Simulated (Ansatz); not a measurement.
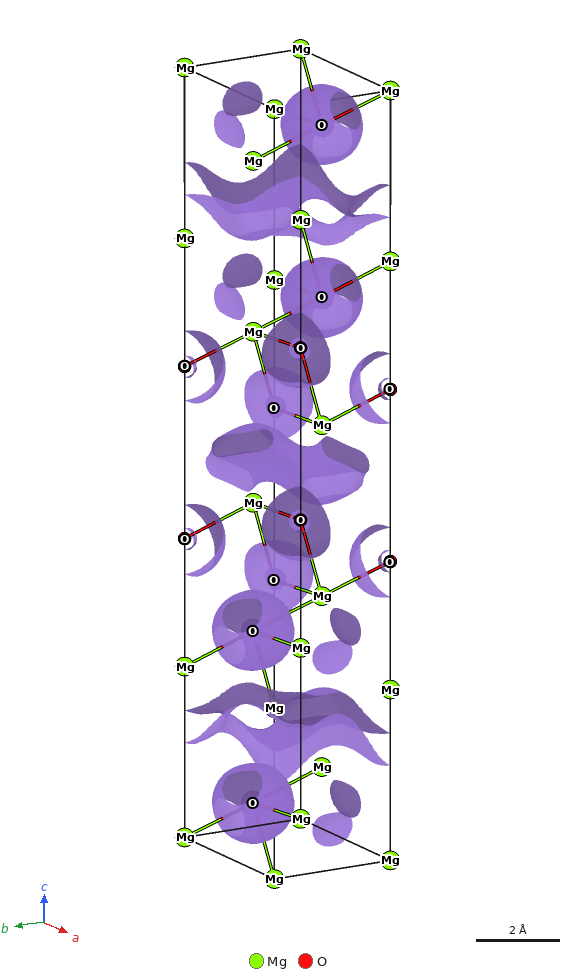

Figure. Mg3O2. Isosurface of the electron localisation function at 0.6 (purple), seen at an oblique angle. Core shells and regions of very low density are left out. Sticks mark near contacts.

Space group R-3m; a generated structure, not necessarily the stable one; changed on purpose from its base cell (volume × 0.91, shape and atoms relaxed); computed pressure about 11 GPa in this cell.

Level of theory: Ansatz, DFT PBE, scalar-relativistic, plane waves, PAW.

In a PAW calculation such maps are meaningful between the atoms, not at the nuclei.

### Identify the bonds, lone pairs and shells in this picture.

The surface consists of six regions wrapped around O (the valence shell of each) and sheets that run through the cell in two directions, counted in one cell of 15 atoms. Any copies at cell faces, edges or corners count once. Profiles from the grid: Mg–O (2.08 Å): the ELF peaks at about 0.85 in the valence shell of O, 0.6 Å from its nucleus, and is about 0.30 at the midpoint.

### Metal or insulator at this level of theory?

It is metallic or semimetallic at this level of theory: no gap opens.
